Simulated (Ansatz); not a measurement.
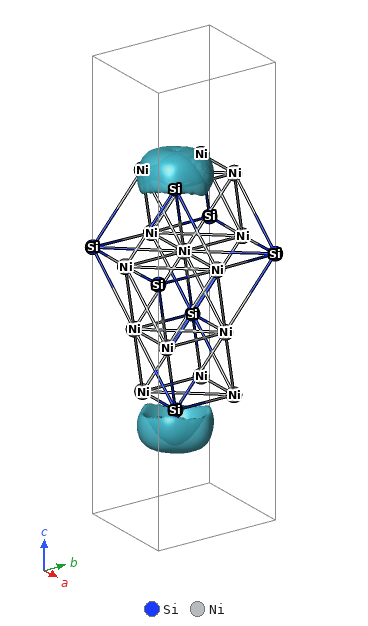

The picture shows: SiNi₃ (slab). Isosurface of the ELF at 0.7 (cyan), seen slightly off an axis. Core shells and regions of very low density are left out. Sticks mark near contacts.

Computed without spin polarisation.

These are results of DFT PBE+D3(BJ), scalar-relativistic, plane waves, PAW (Ansatz), not measurements.

In a PAW calculation such maps are meaningful between the atoms, not at the nuclei.

Input file:

```
crystal:
  lattice:
    - [4.9012370355, 0.0, 0.0]
    - [-2.4506185178, 4.2445957827, 0.0]
    - [0.0, 0.0, 23.0027649227]
  atoms:
    - { symbol: Si, position: [0.6666666667, 0.3333333333, 0.3695207958] }
    - { symbol: Ni, position: [0.1666666667, 0.8333333333, 0.3695207958] }
    - { symbol: Ni, position: [0.1666666667, 0.3333333333, 0.3695207958] }
    - { symbol: Ni, position: [0.6666666667, 0.8333333333, 0.3695207958] }
    - { symbol: Si, position: [0.3333333333, 0.6666666667, 0.4565069319] }
    - { symbol: Ni, position: [0.8333333333, 0.1666666667, 0.4565069319] }
    - { symbol: Ni, position: [0.8333333333, 0.6666666667, 0.4565069319] }
    - { symbol: Ni, position: [0.3333333333, 0.1666666667, 0.4565069319] }
    - { symbol: Si, position: [0.0, 0.0, 0.5434930681] }
    - { symbol: Ni, position: [0.5, 0.5, 0.5434930681] }
    - { symbol: Ni, position: [0.5, 0.0, 0.5434930681] }
    - { symbol: Ni, position: [0.0, 0.5, 0.5434930681] }
    - { symbol: Si, position: [0.6666666667, 0.3333333333, 0.6304792042] }
    - { symbol: Ni, position: [0.1666666667, 0.8333333333, 0.6304792042] }
    - { symbol: Ni, position: [0.1666666667, 0.3333333333, 0.6304792042] }
    - { symbol: Ni, position: [0.6666666667, 0.8333333333, 0.6304792042] }
basis:
  ecutwfc: 420
kpoints:
  mp_grid: { grid: [6, 6, 1] }
hamiltonian:
  xc: pbe
  dispersion: d3bj
scf:
  occupations: { method: gaussian, width: 0.1 }
output:
  forces: true
  eigenvalues: true
  write_density: true
  write_potential: true
  elf: true
  volumetric_format: npy
relax:
  adjacent_minimum: "off"
  f_tol: 0.03
  max_steps: 70
  constraints: [{ sites: [0, 1, 2, 3, 4, 5, 6, 7] }]
efield:
  axis: 3
  dipole_correction: true
  ramp_width: 0.04
```

Launched as:

```sh
ansatz run input.yaml --threads 4 --pin off --max-ram 10240MiB --backend cpu --events-out ev --progress --plain --runs-dir out
```

The fields are those of the run's last geometry, not of the input's.

Describe the localisation domains.

The ELF exceeds this value in two regions wrapped around Si (the valence shell of each), counted in one cell of 16 atoms. Counts are for one cell; the picture repeats the cell along the surface. Along the contacts the grid gives the following. Ni–Ni (2.43 Å): the ELF is about 0.25 at the midpoint: no localised pair shows between them. Si–Ni (2.43 Å): the ELF peaks at about 0.65 in the valence shell of Si, 0.9 Å from its nucleus, and is about 0.40 at the midpoint.
